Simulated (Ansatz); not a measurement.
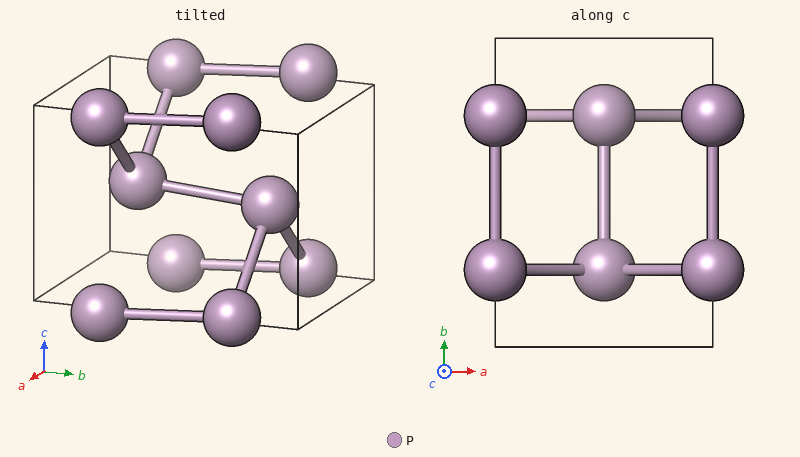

The crystal in a ball-and-stick representation, seen slightly off an axis and along the c axis. Atoms at the boundary of the conventional unit cell (the box) are drawn once for each face, edge or corner they touch.

P, space group Imma (No. 74), a = 3.413 Å, b = 4.848 Å, c = 3.440 Å, α = 90.00°, β = 90.00°, γ = 90.00°. Origin of the cell: a structure listed in the Materials Project. Earlier steps of the study may have refined or changed the cell and positions. Ansatz was used for an electronic-structure calculation on it.

This one geometry was computed with Ansatz (DFT, plane waves, PAW) at three levels of theory: PBEsol, PBE+D3(BJ) and r2SCAN.

Which level gives the highest pressure at this volume, and what does that say about its equilibrium volume?

Answer. Highest: r2SCAN (4.2 GPa), which points to the largest equilibrium volume. Lowest, with the smallest volume: PBE+D3(BJ) (0.0 GPa). Levels within 0.5 GPa of each other can't be told apart.

How does the band gap change with the level of theory?

Answer. All levels give a metal.

Collect the results in a table.

Answer.
| level | cutoff (eV) | k-mesh of the run's cell | gap (eV) | pressure (GPa) |
| --- | --- | --- | --- | --- |
| PBEsol | 420 | 18×18×18 | metal | 1.9 |
| PBE+D3(BJ) | 420 | 18×18×18 | metal | 0.0 |
| r2SCAN | 500 | 18×18×18 | metal | 4.2 |

Gaps are taken on the k-mesh or band path of each run.
